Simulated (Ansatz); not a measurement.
# Co: single-point calculation (part 1 of 2)

System: Co (4 atoms in the cell).
Method: DFT, PBE, PAW, plane waves, scalar-relativistic (Ansatz 0.2.0).

The structure derives from an entry of the Crystallography Open Database. It belongs to a series of runs on one base structure; here: opposed moments ++-- along z. Figures and captions count atoms from 1; the log counts them from 0 in places.

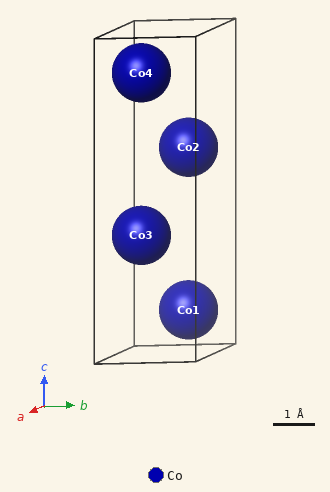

**Figure 1.** The input geometry (spheres-only view of the cell of the calculation, seen slightly off an axis; atoms are numbered from 1 in the order of the input).

Input
```yaml
crystal:
  lattice:
    - [2.50709901, 0.0, 0.0]
    - [-1.2535495, 2.17121143, 0.0]
    - [0.0, 0.0, 8.1372]
  atoms:
    - { symbol: Co, position: [0.3333333, 0.6666667, 0.125], spin: 3.0, spin_axis: [0.0, 0.0, 3.0] }
    - { symbol: Co, position: [0.3333333, 0.6666667, 0.625], spin: 3.0, spin_axis: [0.0, 0.0, 3.0] }
    - { symbol: Co, position: [0.6666667, 0.3333333, 0.375], spin: 3.0, spin_axis: [0.0, 0.0, -3.0] }
    - { symbol: Co, position: [0.6666667, 0.3333333, 0.875], spin: 3.0, spin_axis: [0.0, 0.0, -3.0] }
hamiltonian:
  xc: pbe
  pseudopotentials: { kind: paw }
  noncollinear_xc: multicollinear
basis:
  ecutwfc: 420
kpoints:
  mp_grid: { grid: [8, 8, 2] }
scf:
  occupations: { method: fermi_dirac, width: 0.05 }
  lower_state_search: "off"
  max_iter: 150
output:
  forces: true
  stress: true
  write_density: true
  write_potential: true
  elf: true
  volumetric_format: npy
magnetization:
  noncollinear: true
```

Run as:
```bash
ansatz run input.yaml --threads 4 --pin off --max-ram 9216MiB --backend cpu --events-out ev --progress --plain --runs-dir out
```

Output
```
Engine: ansatz 0.2.0, aarch64-unknown-linux-gnu
Pseudopotentials: kind: paw
Pseudopotential: Co, paw, valence charge 17, recommended cutoff 420 eV (normal), Co.paw.azcp
Functional definition: PBE
  parameter kappa = 0.804
  parameter beta = 0.06672455060314922
  exchange = pbe_x(kappa = kappa, mu = beta*pi^2/3)
  correlation = pbe_c(beta = beta)
Crystal: 4 atoms, lattice volume = 44.294 Å³
Basis set: ecut = 420 eV, 873 PW (Γ), exchange–correlation on 36×36×120 points (8 copies of the dense FFT grid, shifted against one another)
Bands: 82, of which v1, the nominal top of the filled ones, is band 68 counted from 1 (67 counted from 0)
Symmetry: 48 space group operations + 48 with time reversal
Moments: of one size on atoms that these operations exchange, one fixing the others by the rotation that the starting moments gave each, and all in one plane where the starting moments lie in one or along one axis (crystal.symmetry.detect: false holds none)
k-points: 20 of 128
Non-local potential: Co, projectors of the file, l = 0: 3, l = 1: 2, l = 2: 3, l = 3: 1
PAW form: soft (Blöchl's): semilocal exchange-correlation on the pseudo side does not see the compensation charge
PAW one-centre angular grid: Co, 590 points (default); XC on 64 Gauss nodes
Initial density: superposition of atomic densities (chi_scale 0.1, normalization cell)
Starting moments: Σ|m| = 12 μB on 4 of 4 sites
Starting magnetic order: antiferromagnet; an inversion exchanges its spin sublattices: spin-degenerate at every k-point
Initial wavefunctions: pseudopotential atomic-orbital guess
Functional: x = pbe(κ = 0.804, μ = 0.2195149727645171), c = pbe(β = 0.06672455060314922)
iter 1 solved again at ethr=1.21e-3 eV; its pass at ethr=3.10e-3 eV (dr2=8.20e-1 eV) is discarded
SCF iter   1: F=—  HF=-20502.244145 eV  |F-HF|=—  |Δ(HF+E_count)|=         —  Δρ=2.24e-1  dr2=8.22e-1  dr2_m=5.09e0  ethr=1.21e-3  |M|=9.86e-17 ∫|m|=7.55e0 μB  |m|>n=0.0e0 m-floor=2.7e-3 τ_xc=0.0e0  β_m=0.30  ⟨swp⟩=1.5  Hψ=6587  notcnv=0
preconditioner: auto → Kerker (q_TF=auto, 2.930 Å⁻¹)  [metal: Δε(μ)=0.011 eV  Ē_g=5.432 eV  σ=0.050 eV  W_gap=0.05  n_scr=12 (ndim 8)  ℏωp=33.5 eV  f_vac=0.000  D(μ)=9.24/eV (n_scr^D=188)]
spin=Noncollinear: Kerker preconditioning applied to the charge; magnetization (m_x, m_y, m_z) channels mix plain (no charge-response kernel on spin).
SCF iter   2: F=—  HF=-20502.702937 eV  |F-HF|=—  |Δ(HF+E_count)|=   4.59e-1  Δρ=1.83e-1  dr2=1.33e-1  dr2_m=3.39e0  ethr=1.21e-3  |M|=3.29e-16 ∫|m|=7.22e0 μB  |m|>n=0.0e0 m-floor=2.7e-3 τ_xc=0.0e0  β_m=0.30  ⟨swp⟩=2.0  Hψ=2130  notcnv=0
SCF iter   3: F=—  HF=-20503.004727 eV  |F-HF|=—  |Δ(HF+E_count)|=   3.02e-1  Δρ=1.51e-1  dr2=1.80e-2  dr2_m=2.31e0  ethr=1.96e-4  |M|=6.73e-17 ∫|m|=6.94e0 μB  |m|>n=0.0e0 m-floor=2.7e-3 τ_xc=0.0e0  β_m=0.30  ⟨swp⟩=2.8  Hψ=2979  notcnv=0  defer=20
SCF iter   4: F=—  HF=-20503.222183 eV  |F-HF|=—  |Δ(HF+E_count)|=   2.17e-1  Δρ=1.26e-1  dr2=4.54e-3  dr2_m=1.61e0  ethr=2.64e-5  |M|=6.79e-16 ∫|m|=6.69e0 μB  |m|>n=0.0e0 m-floor=2.7e-3 τ_xc=0.0e0  β_m=0.30  ⟨swp⟩=2.0  Hψ=3286  notcnv=0  defer=26
SCF iter   5: F=—  HF=-20503.359613 eV  |F-HF|=—  |Δ(HF+E_count)|=   1.37e-1  Δρ=1.06e-1  dr2=5.61e-3  dr2_m=1.15e0  ethr=6.68e-6  |M|=4.92e-16 ∫|m|=6.48e0 μB  |m|>n=0.0e0 m-floor=2.7e-3 τ_xc=0.0e0  β_m=0.30  ⟨swp⟩=2.0  Hψ=3228  notcnv=0  defer=26
SCF iter   6: F=—  HF=-20503.448246 eV  |F-HF|=—  |Δ(HF+E_count)|=   8.86e-2  Δρ=9.04e-2  dr2=2.44e-3  dr2_m=8.29e-1  ethr=6.68e-6  |M|=1.15e-15 ∫|m|=6.29e0 μB  |m|>n=0.0e0 m-floor=2.7e-3 τ_xc=0.0e0  β_m=0.30  ⟨swp⟩=2.0  Hψ=3007  notcnv=0  defer=26
SCF iter   7: F=—  HF=-20503.507979 eV  |F-HF|=—  |Δ(HF+E_count)|=   5.97e-2  Δρ=7.67e-2  dr2=1.49e-3  dr2_m=5.97e-1  ethr=3.59e-6  |M|=3.86e-16 ∫|m|=6.12e0 μB  |m|>n=0.0e0 m-floor=2.7e-3 τ_xc=0.0e0  β_m=0.30  ⟨swp⟩=2.0  Hψ=3318  notcnv=0  defer=26
SCF iter   8: F=—  HF=-20503.549060 eV  |F-HF|=—  |Δ(HF+E_count)|=   4.11e-2  Δρ=6.66e-2  dr2=2.31e-3  dr2_m=4.50e-1  ethr=2.18e-6  |M|=4.00e-16 ∫|m|=5.97e0 μB  |m|>n=0.0e0 m-floor=2.7e-3 τ_xc=0.0e0  β_m=0.30  ⟨swp⟩=2.0  Hψ=3133  notcnv=0  defer=26
Mixer restart at iter 8: flushing history
spin-set hold released at iteration 8 (site moments contracting): the magnetisation degrees of freedom join the quasi-Newton model from the next iteration; the mixer history was flushed
SCF iter   9: F=—  HF=-20503.578522 eV  |F-HF|=—  |Δ(HF+E_count)|=   2.95e-2  Δρ=5.81e-2  dr2=1.23e-3  dr2_m=3.43e-1  ethr=2.18e-6  |M|=5.43e-16 ∫|m|=5.82e0 μB  |m|>n=0.0e0 m-floor=2.7e-3 τ_xc=0.0e0  β_m=0.33  ⟨swp⟩=2.3  Hψ=2800  notcnv=0  defer=26
SCF iter  10: F=—  HF=-20503.646632 eV  |F-HF|=—  |Δ(HF+E_count)|=   6.81e-2  Δρ=3.36e-2  dr2=2.92e-4  dr2_m=1.14e-1  ethr=1.80e-6  |M|=5.82e-16 ∫|m|=5.30e0 μB  |m|>n=0.0e0 m-floor=2.7e-3 τ_xc=0.0e0  β_m=0.76  ⟨swp⟩=2.8  Hψ=3505  notcnv=0  defer=26
SCF iter  11: F=—  HF=-20503.688749 eV  |F-HF|=—  |Δ(HF+E_count)|=   4.21e-2  Δρ=7.58e-3  dr2=1.66e-3  dr2_m=5.84e-3  ethr=4.30e-7  |M|=1.49e-16 ∫|m|=4.43e0 μB  |m|>n=0.0e0 m-floor=2.7e-3 τ_xc=0.0e0  β_m=0.84  ⟨swp⟩=3.3  Hψ=4202  notcnv=0  defer=26
SCF iter  12: F=—  HF=-20503.692574 eV  |F-HF|=—  |Δ(HF+E_count)|=   3.82e-3  Δρ=4.94e-3  dr2=5.40e-3  dr2_m=5.28e-4  ethr=4.30e-7  |M|=4.63e-16 ∫|m|=4.20e0 μB  |m|>n=0.0e0 m-floor=2.7e-3 τ_xc=0.0e0  β_m=0.71  ⟨swp⟩=3.0  Hψ=3905  notcnv=0  defer=26
SCF iter  13: F=—  HF=-20503.691706 eV  |F-HF|=—  |Δ(HF+E_count)|=   8.68e-4  Δρ=1.57e-3  dr2=5.07e-4  dr2_m=1.11e-4  ethr=4.30e-7  |M|=1.92e-17 ∫|m|=4.06e0 μB  |m|>n=0.0e0 m-floor=2.7e-3 τ_xc=0.0e0  β_m=0.85  ⟨swp⟩=3.0  Hψ=3580  notcnv=0  defer=26
SCF iter  14: F=—  HF=-20503.691778 eV  |F-HF|=—  |Δ(HF+E_count)|=   7.26e-5  Δρ=7.14e-4  dr2=1.06e-4  dr2_m=2.42e-5  ethr=4.30e-7  |M|=1.19e-16 ∫|m|=4.08e0 μB  |m|>n=0.0e0 m-floor=2.7e-3 τ_xc=0.0e0  β_m=0.93  ⟨swp⟩=2.0  Hψ=2222  notcnv=0  defer=26
SCF iter  15: F=—  HF=-20503.691788 eV  |F-HF|=—  |Δ(HF+E_count)|=   1.03e-5  Δρ=1.76e-4  dr2=2.98e-6  dr2_m=2.07e-6  ethr=1.55e-7  |M|=4.44e-16 ∫|m|=4.06e0 μB  |m|>n=0.0e0 m-floor=2.7e-3 τ_xc=0.0e0  β_m=0.91  ⟨swp⟩=2.0  Hψ=2436  notcnv=0  defer=26
SCF iter  16: F=—  HF=-20503.691829 eV  |F-HF|=—  |Δ(HF+E_count)|=   4.10e-5  Δρ=1.37e-4  dr2=3.97e-6  dr2_m=1.28e-6  ethr=4.38e-9  |M|=1.81e-16 ∫|m|=4.06e0 μB  |m|>n=0.0e0 m-floor=2.7e-3 τ_xc=0.0e0  β_m=0.96  ⟨swp⟩=2.0  Hψ=2994  notcnv=0  defer=26
SCF iter  17: F=—  HF=-20503.691835 eV  |F-HF|=—  |Δ(HF+E_count)|=   5.70e-6  Δρ=8.73e-5  dr2=1.49e-6  dr2_m=4.49e-7  ethr=4.38e-9  |M|=4.15e-17 ∫|m|=4.06e0 μB  |m|>n=0.0e0 m-floor=2.7e-3 τ_xc=0.0e0  β_m=0.98  ⟨swp⟩=2.0  Hψ=3016  notcnv=0  defer=26
SCF iter  18: F=—  HF=-20503.691836 eV  |F-HF|=—  |Δ(HF+E_count)|=   7.22e-7  Δρ=4.16e-5  dr2=3.97e-7  dr2_m=4.76e-8  ethr=2.20e-9  |M|=3.00e-18 ∫|m|=4.06e0 μB  |m|>n=0.0e0 m-floor=2.7e-3 τ_xc=0.0e0  β_m=0.99  ⟨swp⟩=2.0  Hψ=2139  notcnv=0  defer=26
SCF iter  19: F=-20503.691836 eV  HF=-20503.691836 eV  |F-HF|=1.38e-8  |Δ(HF+E_count)|=   9.09e-8  Δρ=8.70e-6  dr2=1.74e-8  dr2_m=6.41e-9  ethr=1.47e-10  |M|=7.03e-16 ∫|m|=4.06e0 μB  |m|>n=0.0e0 m-floor=2.7e-3 τ_xc=0.0e0  ⟨swp⟩=9.5  Hψ=11210  notcnv=0
SCF 1 converged in 19 iterations: F = -20503.691836 eV  dr2 = 1.74e-8
  greatest PAW one-centre occupation: 1.000 electrons in one spin orbital (limit 2), on the Co atom at site 3 (counted from 0), in its partial waves of l = 0
```

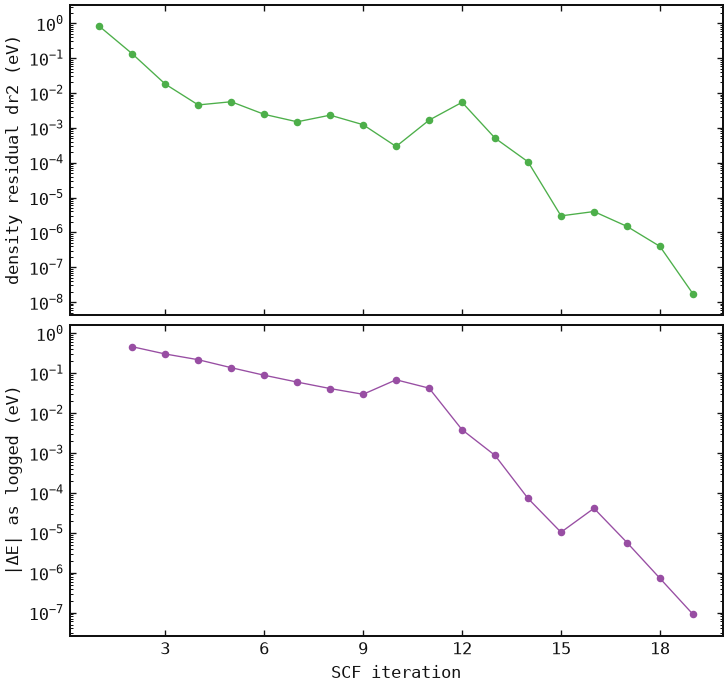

**Figure 2.** Convergence of the self-consistent field: density residual dr2 and size of the energy change against the SCF iteration. The residual falls unevenly and jumps up by a factor of two or more 2 times on the way down.

```
SCF converged after 19 iterations
Stability not checked: this state was not tested for a lower state beside it, because this non-collinear magnet's GGA is evaluated by the locally collinear projection, under which the energy is not smooth in the magnetisation (locally_collinear_gga; see scf.lower_state_search)
Magnetization: |M| = 0.0000 μB,  M = (+0.0000, +0.0000, -0.0000) μB
Absolute magnetization: 4.0598 μB (∫|m|, with the PAW one-centre terms)
Moment direction: held on its axis by an average over the rotations of spin about it
  site 0: m = (+0.0000, +0.0000, +0.9902) μB, |m| = 0.9902 μB  (R = 1.03 Å)
  site 1: m = (+0.0000, +0.0000, +0.9902) μB, |m| = 0.9902 μB  (R = 1.03 Å)
  site 2: m = (+0.0000, +0.0000, -0.9902) μB, |m| = 0.9902 μB  (R = 1.03 Å)
  site 3: m = (+0.0000, +0.0000, -0.9902) μB, |m| = 0.9902 μB  (R = 1.03 Å)
Free energy (F): -20503.691836 eV
Harris-Foulkes:  -20503.691836 eV  (|F-HF|=1.38e-8)
Internal energy: -20503.597940 eV  (E = F + TS)
E sigma→0 (E₀):  -20503.644888 eV
Entropy (-TS):   -0.093896 eV (-23.474 meV/atom)
Fermi energy:    18.231756 eV
```
